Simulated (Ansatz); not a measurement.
## Ti3Al: geometry relaxation (part 1 of 2)

- system: Ti3Al (P6₃/mmc, 8 atoms in the cell)
- method: DFT PBE, scalar-relativistic, plane waves, PAW, no spin polarisation (Ansatz 0.2.0)

The structure derives from an entry of the Crystallography Open Database.

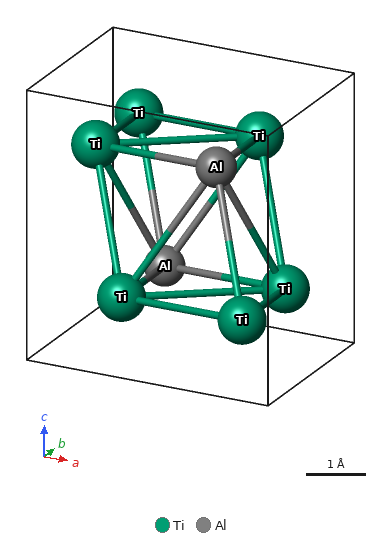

**Figure 1.** The starting structure (ball-and-stick view of the cell of the calculation, seen slightly off an axis). An atom can appear more than once, as a periodic image.

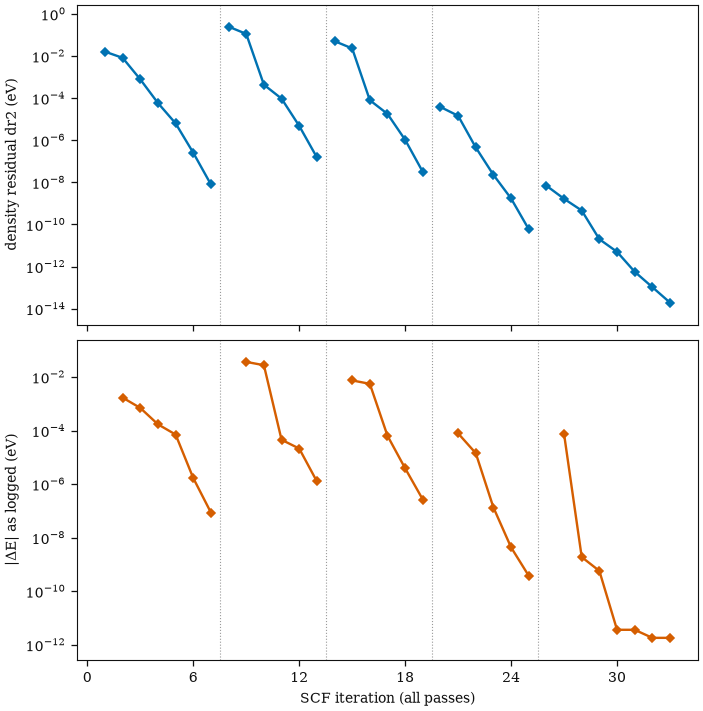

**Figure 2.** Convergence of the self-consistent field: density residual dr2 and size of the energy change against the SCF iteration. The dotted lines part the SCF passes of the relaxation: geometry steps, rejected trials and re-solves on a re-selected basis. The 5 passes take 6 to 8 iterations each, 33 in all.

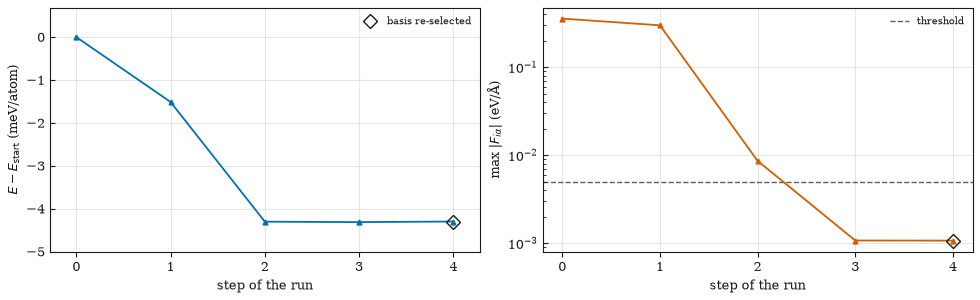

**Figure 3.** Progress of the relaxation, step by step (the first geometry is step 0 here and step 1 in the log).

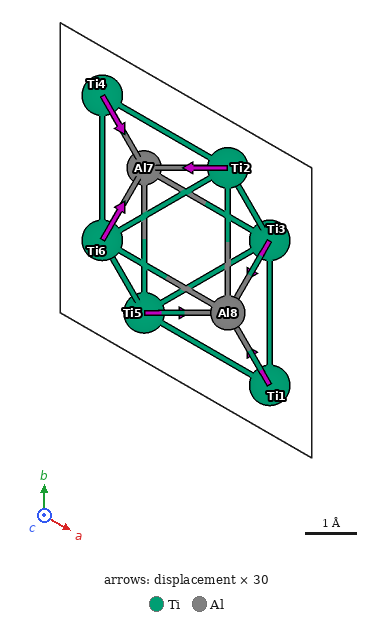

**Figure 4.** The starting structure with the displacements (without the part carried along by the change of the cell) as pink arrows, magnified 30 times (ball-and-stick view of the cell of the calculation, along the c axis). Over 3 geometry steps the energy falls by 4.3 meV per atom. Largest force component: 0.36 eV/Å at the start, 0.0011 eV/Å at the end. Pressure: −0.43 GPa at the start and 0.02 GPa at the end. The largest moves relative to the cell, 0.031 Å, are those of Ti1, Ti2, Ti3, Ti4, Ti5 and Ti6. Al stays in place. The drawn cell changes as follows: a = b 5.764 → 5.755 Å (−0.2 %), c 4.664 → 4.654 Å (−0.2 %); the volume changes by −0.5 %. Among the contacts that change: Ti1–Ti3 2.881 → 2.824 Å, Ti1–Al8 2.865 → 2.841 Å, Ti1–Ti2 2.865 → 2.877 Å, Ti1–Al7 2.882 → 2.878 Å. The space group stays P6_3/mmc (No. 194). A last SCF at the same geometry on a re-selected plane-wave basis shifts the energy by +0.0 meV per atom. (Atoms are counted from 1 in the order of the input.)

These pictures come from the run below.

Input file:
```yaml
crystal:
  lattice:
    - [5.7639998149, 0.0, 0.0]
    - [-2.8819999075, 4.9917702671, 0.0]
    - [0.0, 0.0, 4.664]
  atoms:
    - { symbol: Ti, position: [0.8333, 0.1667, 0.25] }
    - { symbol: Ti, position: [0.6666, 0.8333, 0.75] }
    - { symbol: Ti, position: [0.8333, 0.6666, 0.25] }
    - { symbol: Ti, position: [0.1667, 0.8333, 0.75] }
    - { symbol: Ti, position: [0.3334, 0.1667, 0.25] }
    - { symbol: Ti, position: [0.1667, 0.3334, 0.75] }
    - { symbol: Al, position: [0.3333333333, 0.6666666667, 0.25] }
    - { symbol: Al, position: [0.6666666667, 0.3333333333, 0.75] }
basis:
  ecutwfc: 420
kpoints:
  mp_grid: { grid: [6, 6, 8] }
hamiltonian:
  xc: pbe
scf:
  occupations: { method: gaussian, width: 0.1 }
output:
  forces: true
  stress: true
  eigenvalues: true
relax:
  adjacent_minimum: "off"
  f_tol: 0.005
  max_steps: 80
  cell: { stress_tol: 0.05 }
```

Run as:
```bash
ansatz run input.yaml --threads 4 --pin off --max-ram 10240MiB --backend cpu --events-out ev --progress --plain --runs-dir out
```

Log:
```
Engine: ansatz 0.2.0, aarch64-unknown-linux-gnu
Pseudopotentials: kind: paw
Pseudopotential: Ti, paw, valence charge 12, recommended cutoff 420 eV (normal), Ti.paw.azcp
Pseudopotential: Al, paw, valence charge 3, recommended cutoff 420 eV (normal), Al.paw.azcp
Functional definition: PBE
  parameter kappa = 0.804
  parameter beta = 0.06672455060314922
  exchange = pbe_x(kappa = kappa, mu = beta*pi^2/3)
  correlation = pbe_c(beta = beta)
Crystal: 8 atoms, lattice volume = 134.195 Å³
Basis set: ecut = 420 eV, 2667 PW (Γ), exchange–correlation on 80×80×64 points (8 copies of the dense FFT grid, shifted against one another)
Bands: 47, of which v1, the nominal top of the filled ones, is band 39 counted from 1 (38 counted from 0)
Symmetry: 24 space group operations
Space group: P63/mmc (ITA 194), of the structure as read, at distance tolerance 5.1e-5 Å
k-points: 35 of 288
Non-local potential: Ti, projectors of the file, l = 0: 3, l = 1: 2, l = 2: 3, l = 3: 1
Non-local potential: Al, projectors of the file, l = 0: 2, l = 1: 2, l = 2: 1
PAW form: soft (Blöchl's): semilocal exchange-correlation on the pseudo side does not see the compensation charge
PAW one-centre angular grid: Ti, 590 points (default); XC on 64 Gauss nodes
PAW one-centre angular grid: Al, 110 points (default); XC on 64 Gauss nodes
Initial density: superposition of atomic densities (neutral atoms: chi_scale 0, normalization atom), corrected by the library's trained network
Initial wavefunctions: pseudopotential atomic-orbital guess
Functional: x = pbe(κ = 0.804, μ = 0.2195149727645171), c = pbe(β = 0.06672455060314922)
SCF iter   1: F=—  HF=-16075.230339 eV  |F-HF|=—  |Δ(HF+E_count)|=         —  Δρ=4.44e-3  dr2=1.62e-2  ethr=1.77e-3  ⟨swp⟩=6.5  Hψ=6653  notcnv=0
preconditioner: auto → Kerker (q_TF=auto, 2.492 Å⁻¹)  [metal: Δε(μ)=0.045 eV  Ē_g=2.944 eV  σ=0.100 eV  W_gap=0.25  n_scr=26 (ndim 8)  ℏωp=17.6 eV  f_vac=0.000  D(μ)=4.90/eV (n_scr^D=44)]
SCF iter   2: F=—  HF=-16075.228635 eV  |F-HF|=—  |Δ(HF+E_count)|=   1.70e-3  Δρ=2.72e-3  dr2=8.23e-3  ethr=2.07e-5  ⟨swp⟩=1.8  Hψ=2112  notcnv=0
SCF iter   3: F=—  HF=-16075.227937 eV  |F-HF|=—  |Δ(HF+E_count)|=   6.98e-4  Δρ=7.22e-4  dr2=7.81e-4  ethr=1.06e-5  ⟨swp⟩=2.0  Hψ=2030  notcnv=0
SCF iter   4: F=—  HF=-16075.227767 eV  |F-HF|=—  |Δ(HF+E_count)|=   1.71e-4  Δρ=1.80e-4  dr2=5.88e-5  ethr=1.00e-6  ⟨swp⟩=2.7  Hψ=2681  notcnv=0
SCF iter   5: F=—  HF=-16075.227838 eV  |F-HF|=—  |Δ(HF+E_count)|=   7.10e-5  Δρ=5.84e-5  dr2=6.34e-6  ethr=7.54e-8  ⟨swp⟩=2.0  Hψ=2028  notcnv=0
SCF iter   6: F=—  HF=-16075.227836 eV  |F-HF|=—  |Δ(HF+E_count)|=   1.68e-6  Δρ=1.28e-5  dr2=2.55e-7  ethr=8.13e-9  ⟨swp⟩=2.0  Hψ=2121  notcnv=0
SCF iter   7: F=-16075.227836 eV  HF=-16075.227836 eV  |F-HF|=3.87e-9  |Δ(HF+E_count)|=   8.68e-8  Δρ=2.68e-6  dr2=7.96e-9  ethr=1.28e-10  ⟨swp⟩=10.1  Hψ=6096  notcnv=0
SCF 1 converged in 7 iterations: F = -16075.227836 eV  dr2 = 7.96e-9
  greatest PAW one-centre occupation: 0.999 electrons in one spin orbital (limit 2), on the Ti atom at site 5 (counted from 0), in its partial waves of l = 0
relax step   1: F+E_penalty+E_count = -16075.22783589 eV  Δ(F+E_penalty+E_count) = +0.000e0 eV  max|allowed force component| = 3.557e-1 eV/Å  Δτ_max = 0.0000 Å  P = -0.435 GPa  Ω = 134.195 Å³  (7 SCF iters, dr2 threshold 1.00e-7 eV, accepted)
Crystal: 8 atoms, lattice volume = 133.142 Å³
Basis set: ecut = 420 eV, 2619 PW (Γ), exchange–correlation on 80×80×64 points (8 copies of the dense FFT grid, shifted against one another)
Initial density: handed on by an earlier stage of this run
Initial wavefunctions: those handed on with the density
iter 1 solved again at ethr=3.16e-4 eV; its pass at ethr=3.10e-3 eV (dr2=2.47e-1 eV) is discarded
SCF iter   1: F=—  HF=-16075.304201 eV  |F-HF|=—  |Δ(HF+E_count)|=         —  Δρ=8.07e-3  dr2=2.50e-1  ethr=3.16e-4  ⟨swp⟩=1.0  Hψ=7123  notcnv=0
preconditioner: auto → Kerker (q_TF=auto, 2.496 Å⁻¹)  [metal: Δε(μ)=0.040 eV  Ē_g=2.996 eV  σ=0.100 eV  W_gap=0.22  n_scr=26 (ndim 8)  ℏωp=17.6 eV  f_vac=0.000  D(μ)=4.50/eV (n_scr^D=26)]
SCF iter   2: F=—  HF=-16075.267488 eV  |F-HF|=—  |Δ(HF+E_count)|=   3.67e-2  Δρ=4.91e-3  dr2=1.13e-1  ethr=3.16e-4  ⟨swp⟩=1.1  Hψ=1650  notcnv=0
SCF iter   3: F=—  HF=-16075.239912 eV  |F-HF|=—  |Δ(HF+E_count)|=   2.76e-2  Δρ=7.09e-4  dr2=4.36e-4  ethr=1.45e-4  ⟨swp⟩=2.0  Hψ=2332  notcnv=0
SCF iter   4: F=—  HF=-16075.239958 eV  |F-HF|=—  |Δ(HF+E_count)|=   4.53e-5  Δρ=2.23e-4  dr2=9.52e-5  ethr=5.59e-7  ⟨swp⟩=2.1  Hψ=2379  notcnv=0
SCF iter   5: F=—  HF=-16075.239937 eV  |F-HF|=—  |Δ(HF+E_count)|=   2.13e-5  Δρ=5.00e-5  dr2=4.83e-6  ethr=1.22e-7  ⟨swp⟩=2.0  Hψ=2108  notcnv=0
SCF iter   6: F=-16075.239935 eV  HF=-16075.239935 eV  |F-HF|=7.60e-8  |Δ(HF+E_count)|=   1.27e-6  Δρ=1.15e-5  dr2=1.55e-7  ethr=1.03e-9  ⟨swp⟩=7.4  Hψ=6503  notcnv=0
SCF 2 converged in 6 iterations: F = -16075.239935 eV  dr2 = 1.55e-7
relax step   2: F+E_penalty+E_count = -16075.23993517 eV  Δ(F+E_penalty+E_count) = -1.210e-2 eV  max|allowed force component| = 2.985e-1 eV/Å  Δτ_max = 0.0554 Å  P = +0.415 GPa  Ω = 133.142 Å³  energy of the carried Pulay correction = +1.879e-4 eV  (6 SCF iters, dr2 threshold 8.00e-7 eV, accepted)
Crystal: 8 atoms, lattice volume = 133.659 Å³
iter 1 solved again at ethr=6.52e-5 eV; its pass at ethr=3.10e-3 eV (dr2=5.08e-2 eV) is discarded
SCF iter   1: F=—  HF=-16075.275216 eV  |F-HF|=—  |Δ(HF+E_count)|=         —  Δρ=3.66e-3  dr2=5.13e-2  ethr=6.52e-5  ⟨swp⟩=1.1  Hψ=6447  notcnv=0
preconditioner: auto → Kerker (q_TF=auto, 2.494 Å⁻¹)  [metal: Δε(μ)=0.034 eV  Ē_g=2.945 eV  σ=0.100 eV  W_gap=0.19  n_scr=26 (ndim 8)  ℏωp=17.6 eV  f_vac=0.000  D(μ)=4.60/eV (n_scr^D=26)]
SCF iter   2: F=—  HF=-16075.267751 eV  |F-HF|=—  |Δ(HF+E_count)|=   7.46e-3  Δρ=2.22e-3  dr2=2.31e-2  ethr=6.52e-5  ⟨swp⟩=1.1  Hψ=1651  notcnv=0
SCF iter   3: F=—  HF=-16075.262195 eV  |F-HF|=—  |Δ(HF+E_count)|=   5.56e-3  Δρ=3.17e-4  dr2=8.01e-5  ethr=2.97e-5  ⟨swp⟩=2.0  Hψ=2172  notcnv=0
SCF iter   4: F=—  HF=-16075.262259 eV  |F-HF|=—  |Δ(HF+E_count)|=   6.39e-5  Δρ=1.03e-4  dr2=1.79e-5  ethr=1.03e-7  ⟨swp⟩=2.4  Hψ=2575  notcnv=0
SCF iter   5: F=—  HF=-16075.262255 eV  |F-HF|=—  |Δ(HF+E_count)|=   3.89e-6  Δρ=2.28e-5  dr2=1.05e-6  ethr=2.30e-8  ⟨swp⟩=2.0  Hψ=2093  notcnv=0
SCF iter   6: F=-16075.262255 eV  HF=-16075.262255 eV  |F-HF|=1.82e-8  |Δ(HF+E_count)|=   2.66e-7  Δρ=5.50e-6  dr2=3.15e-8  ethr=1.03e-9  ⟨swp⟩=6.8  Hψ=6267  notcnv=0
SCF 3 converged in 6 iterations: F = -16075.262255 eV  dr2 = 3.15e-8
  greatest PAW one-centre occupation: 0.999 electrons in one spin orbital (limit 2), on the Ti atom at site 3 (counted from 0), in its partial waves of l = 0
relax step   3: F+E_penalty+E_count = -16075.26225479 eV  Δ(F+E_penalty+E_count) = -2.232e-2 eV  max|allowed force component| = 8.617e-3 eV/Å  Δτ_max = 0.0252 Å  P = -0.103 GPa  Ω = 133.659 Å³  energy of the carried Pulay correction = +9.543e-5 eV  (6 SCF iters, dr2 threshold 8.00e-7 eV, accepted)
Crystal: 8 atoms, lattice volume = 133.509 Å³
iter 1 solved again at ethr=4.52e-8 eV; its pass at ethr=3.10e-3 eV (dr2=3.53e-5 eV) is discarded
SCF iter   1: F=—  HF=-16075.262273 eV  |F-HF|=—  |Δ(HF+E_count)|=         —  Δρ=1.07e-4  dr2=3.82e-5  ethr=4.52e-8  ⟨swp⟩=2.7  Hψ=7692  notcnv=0
preconditioner: auto → Kerker (q_TF=auto, 2.495 Å⁻¹)  [metal: Δε(μ)=0.021 eV  Ē_g=2.958 eV  σ=0.100 eV  W_gap=0.12  n_scr=26 (ndim 8)  ℏωp=17.6 eV  f_vac=0.000  D(μ)=4.53/eV (n_scr^D=26)]
SCF iter   2: F=—  HF=-16075.262351 eV  |F-HF|=—  |Δ(HF+E_count)|=   7.86e-5  Δρ=6.06e-5  dr2=1.46e-5  ethr=4.52e-8  ⟨swp⟩=1.3  Hψ=1689  notcnv=0
SCF iter   3: F=—  HF=-16075.262337 eV  |F-HF|=—  |Δ(HF+E_count)|=   1.43e-5  Δρ=1.21e-5  dr2=4.55e-7  ethr=1.87e-8  ⟨swp⟩=2.0  Hψ=2104  notcnv=0
iter 4 did not close the SCF: its close was put off for the readings that it lacked (scf_convergence_deferred on its scf_iter line)
SCF iter   4: F=-16075.262337 eV  HF=-16075.262337 eV  |F-HF|=1.25e-8  |Δ(HF+E_count)|=   1.34e-7  Δρ=3.77e-6  dr2=2.28e-8  ethr=5.84e-10  ⟨swp⟩=2.0  Hψ=2144  notcnv=0
iter 5 did not close the SCF: its close was put off for the readings that it lacked (scf_convergence_deferred on its scf_iter line)
SCF iter   5: F=-16075.262337 eV  HF=-16075.262337 eV  |F-HF|=8.88e-10  |Δ(HF+E_count)|=   4.35e-9  Δρ=1.10e-6  dr2=1.72e-9  ethr=2.92e-11  ⟨swp⟩=2.7  Hψ=2712  notcnv=0
SCF iter   6: F=-16075.262337 eV  HF=-16075.262337 eV  |F-HF|=1.82e-11  |Δ(HF+E_count)|=  3.78e-10  Δρ=2.21e-7  dr2=5.96e-11  ethr=2.20e-12  ⟨swp⟩=1.7  Hψ=4174  notcnv=0
SCF 4 converged in 6 iterations: F = -16075.262337 eV  dr2 = 5.96e-11
relax step   4: F+E_penalty+E_count = -16075.26233675 eV  Δ(F+E_penalty+E_count) = -8.196e-5 eV  max|allowed force component| = 1.073e-3 eV/Å  Δτ_max = 0.0006 Å  P = +0.025 GPa  Ω = 133.509 Å³  energy of the carried Pulay correction = +1.222e-4 eV  (6 SCF iters, dr2 threshold 2.75e-8 eV, accepted)
Initial wavefunctions: pseudopotential atomic-orbital guess (no wavefunctions were taken with the density)
iter 1 solved again at ethr=9.63e-7 eV; its pass at ethr=3.10e-3 eV (dr2=7.51e-4 eV) is discarded
```
